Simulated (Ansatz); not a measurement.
Single-point calculation of C

The run: single-point calculation of C (4 atoms in the cell). Method and program: DFT PBE+D3(BJ), scalar-relativistic, plane waves, PAW, no spin polarisation (Ansatz 0.2.0).

The structure derives from a Materials Project entry. Figures and captions count atoms from 1; the log counts them from 0 in places.

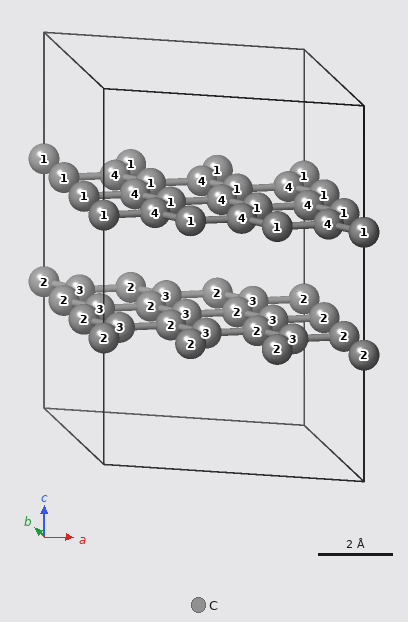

Figure 1. The input geometry (ball-and-stick view of the 3 × 3 repeat of the cell, with the vacuum cut short, seen slightly off an axis; atoms are numbered from 1 in the order of the input). Near neighbours in the crystal (not all of them lie inside the picture): C has 3 C at 1.42 Å.

**Key numbers**

- outcome: converged
- space group (tolerance 0.01 Å): P-3m1 (164)
- electrons treated: 16
- free energy: −1004.2118 eV
- Fermi energy: −1.094 eV
- gap on the k-point mesh: none (metallic)
- pressure: 0.91 GPa
- largest force (length of the vector): 0.012 eV/Å
- hardware: 4 threads of Arm Neoverse V1, 24 GiB of memory available, shared host
- wall time: 0.72 s (CPU time 2.5 s)
- peak memory: 0.36 GiB

**Input file**
```yaml
crystal:
  lattice:
    - [2.456227506, 0.0, 0.0]
    - [-1.228113753, 2.1271554177, 0.0]
    - [0.0, 0.0, 24.1339601687]
  atoms:
    - { symbol: C, position: [0.0, 0.0, 0.57046877] }
    - { symbol: C, position: [0.0, 0.0, 0.42953123] }
    - { symbol: C, position: [0.33333333, 0.66666667, 0.42952456] }
    - { symbol: C, position: [0.66666667, 0.33333333, 0.57047544] }
basis:
  ecutwfc: 420
kpoints:
  mp_grid: { grid: [12, 12, 1] }
hamiltonian:
  xc: pbe
  dispersion: d3bj
scf:
  occupations: { method: gaussian, width: 0.1 }
output:
  forces: true
  stress: true
  eigenvalues: true
```

Command:
```bash
ansatz run input.yaml --threads 4 --pin off --max-ram 9216MiB --backend cpu --events-out ev --progress --plain --runs-dir out
```

**What the program printed**
```
Engine: ansatz 0.2.0, aarch64-unknown-linux-gnu
Pseudopotentials: kind: paw
Pseudopotential: C, paw, valence charge 4, recommended cutoff 420 eV (normal), C.paw.azcp
Functional definition: PBE
  parameter kappa = 0.804
  parameter beta = 0.06672455060314922
  exchange = pbe_x(kappa = kappa, mu = beta*pi^2/3)
  correlation = pbe_c(beta = beta)
Crystal: 4 atoms, lattice volume = 126.095 Å³
Basis set: ecut = 420 eV, 2379 PW (Γ), exchange–correlation on 36×36×324 points (8 copies of the dense FFT grid, shifted against one another)
Bands: 12, of which v1, the nominal top of the filled ones, is band 8 counted from 1 (7 counted from 0)
Symmetry: 12 space group operations
Space group: P-3m1 (ITA 164), of the structure as read, at distance tolerance 5.0e-5 Å
k-points: 19 of 144
Non-local potential: C, projectors of the file, l = 0: 2, l = 1: 2, l = 2: 1
PAW form: soft (Blöchl's): semilocal exchange-correlation on the pseudo side does not see the compensation charge
PAW one-centre angular grid: C, 110 points (default); XC on 64 Gauss nodes
Initial density: superposition of atomic densities (neutral atoms: chi_scale 0, normalization atom), corrected by the library's trained network
Initial wavefunctions: pseudopotential atomic-orbital guess
Functional: x = pbe(κ = 0.804, μ = 0.2195149727645171), c = pbe(β = 0.06672455060314922)
SCF iter   1: F=—  HF=-1004.211147 eV  |F-HF|=—  |Δ(HF+E_count)|=         —  Δρ=1.74e-3  dr2=4.99e-3  ethr=1.77e-3  ⟨swp⟩=6.6  Hψ=1524  notcnv=0
preconditioner: auto → LDOS  [metal: Δε(μ)=0.000 eV  Ē_g=14.965 eV  σ=0.100 eV  W_gap=0.00  n_scr=14 (ndim 8)  ℏωp=13.2 eV  f_vac=0.700  D(μ)=0.31/eV (n_scr^D=4)  β→1.0]
SCF iter   2: F=—  HF=-1004.212280 eV  |F-HF|=—  |Δ(HF+E_count)|=   1.13e-3  Δρ=6.91e-4  dr2=2.02e-3  ethr=3.12e-5  ⟨swp⟩=2.6  Hψ=591  notcnv=0
SCF iter   3: F=—  HF=-1004.211837 eV  |F-HF|=—  |Δ(HF+E_count)|=   4.43e-4  Δρ=2.33e-4  dr2=1.93e-4  ethr=1.26e-5  ⟨swp⟩=2.4  Hψ=394  notcnv=0
SCF iter   4: F=—  HF=-1004.211835 eV  |F-HF|=—  |Δ(HF+E_count)|=   1.68e-6  Δρ=4.78e-5  dr2=4.07e-6  ethr=1.21e-6  ⟨swp⟩=2.2  Hψ=350  notcnv=0
SCF iter   5: F=—  HF=-1004.211790 eV  |F-HF|=—  |Δ(HF+E_count)|=   4.53e-5  Δρ=1.95e-5  dr2=4.25e-7  ethr=2.54e-8  ⟨swp⟩=2.4  Hψ=377  notcnv=0
iter 6 met the thresholds in force, and the SCF goes on: an eigenvalue changes by 31.96 meV, over its tolerance of 10.00 meV (output.eigenvalues, Limitations)
SCF iter   6: F=-1004.211790 eV  HF=-1004.211790 eV  |F-HF|=1.18e-7  |Δ(HF+E_count)|=   5.69e-8  Δρ=2.89e-6  dr2=7.26e-9  ethr=6.25e-10  ⟨swp⟩=10.5  Hψ=1408  notcnv=0
SCF iter   7: F=-1004.211790 eV  HF=-1004.211790 eV  |F-HF|=3.65e-9  |Δ(HF+E_count)|=   1.16e-7  Δρ=7.04e-7  dr2=4.87e-10  ethr=4.54e-11  ⟨swp⟩=4.8  Hψ=1055  notcnv=0
SCF 1 converged in 7 iterations: F = -1004.211790 eV  dr2 = 4.87e-10
  greatest PAW one-centre occupation: 0.675 electrons in one spin orbital (limit 2), on the C atom at site 1 (counted from 0), in its partial waves of l = 0
```

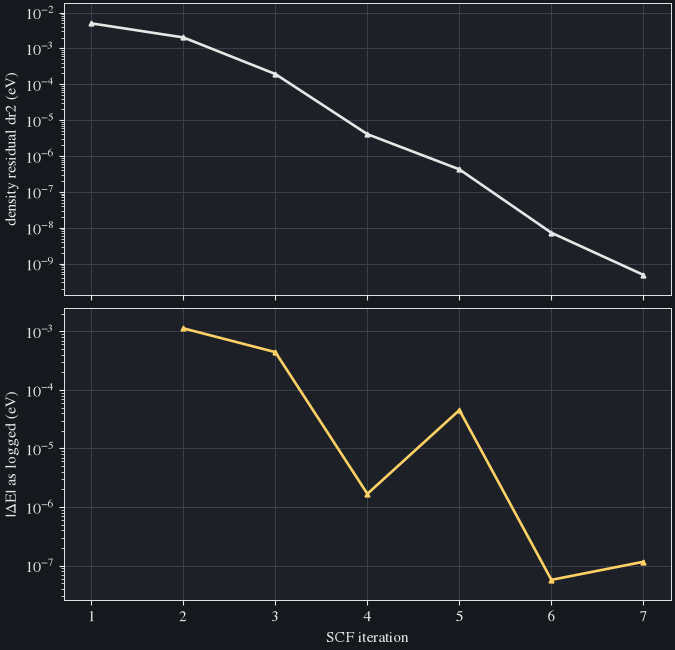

Figure 2. Convergence of the self-consistent field: density residual dr2 and size of the energy change against the SCF iteration. The residual falls at every step.

```
SCF converged after 7 iterations
an eigenvalue changed by more than its tolerance at an iteration that met the thresholds in force, so the SCF went on 1 time: the last check found none over its tolerance
Free energy (F): -1004.211790 eV
Harris-Foulkes:  -1004.211790 eV  (|F-HF|=3.65e-9)
Internal energy: -1004.210223 eV  (E = F + TS)
E sigma→0 (E₀):  -1004.211006 eV
Entropy (-TS):   -0.001567 eV (-0.392 meV/atom)
Fermi energy:    -1.093660 eV
--- Per-component energies (eV) ---
  E_band       = -164.383731
  E_kinetic    = 364.845090
  E_local      = -10598.034314  (includes V_loc(G=0)·N_el)
  E_nonlocal   = 109.522061
  E_hartree    = 5112.380647
  E_xc         = -192.307979
  E_vxc        = -238.107923  (∫ρ·V_xc dr)
  E_paw        = -397.502795  (= ΣΔE_a)
  E_vpaw       = -27.368902  (= ΣTr[D̂ρ^β])
  E_aug_tail   = 0.000030  (compensation charges beyond the density's cutoff)
  E_ewald      = 4597.362016
  E_disp       = -0.474978  (pairwise vdW)
  E_smearing   = -0.001567  (= −TS)
  E_closure    = -0.000000  (closes the sum)
  Σ components = -1004.211790   (vs F -1004.211790, Δ=0.00e0)
--- Forces (eV/Å), atoms counted from 1 ---
  atom   1  C     -0.00000000     0.00000000    -0.01220330
  atom   2  C     -0.00000000    -0.00000000     0.01220330
  atom   3  C     -0.00000000     0.00000000    -0.00595816
  atom   4  C      0.00000000    -0.00000000     0.00595816
  max |Σ_I F_I| component: 1.48e-16 eV/Å
--- Stress (GPa, compression-positive) ---
        1.374189      -0.000000      -0.000000
       -0.000000       1.374189      -0.000000
       -0.000000       0.000000      -0.024830
  P = ⅓ Tr σ = 0.9078 GPa (9.078 kbar)
--- Band table (eV; the first three rows and the last of 19) ---
  k-point 0: bands = ["-20.7655", "-20.6310", "-9.2257", "-8.3215", "-4.1232", "-4.1232", "-4.1158", "-4.1158", "2.2933", "2.6589", "3.2655", "3.9378"]
  k-point 1: bands = ["-20.5997", "-20.4667", "-9.0252", "-8.1267", "-4.7813", "-4.7670", "-4.4686", "-4.4568", "2.5158", "2.8844", "3.4951", "4.1661"]
  k-point 2: bands = ["-20.1042", "-19.9753", "-8.4283", "-7.5486", "-6.4361", "-6.4083", "-5.2744", "-5.2572", "3.1829", "3.5596", "4.1838", "4.8504"]
  k-point 18: bands = ["-13.7621", "-13.7182", "-13.7182", "-13.6783", "-11.7338", "-11.7338", "-1.3942", "-1.0937", "-1.0937", "-0.7761", "9.5046", "9.5046"]
```
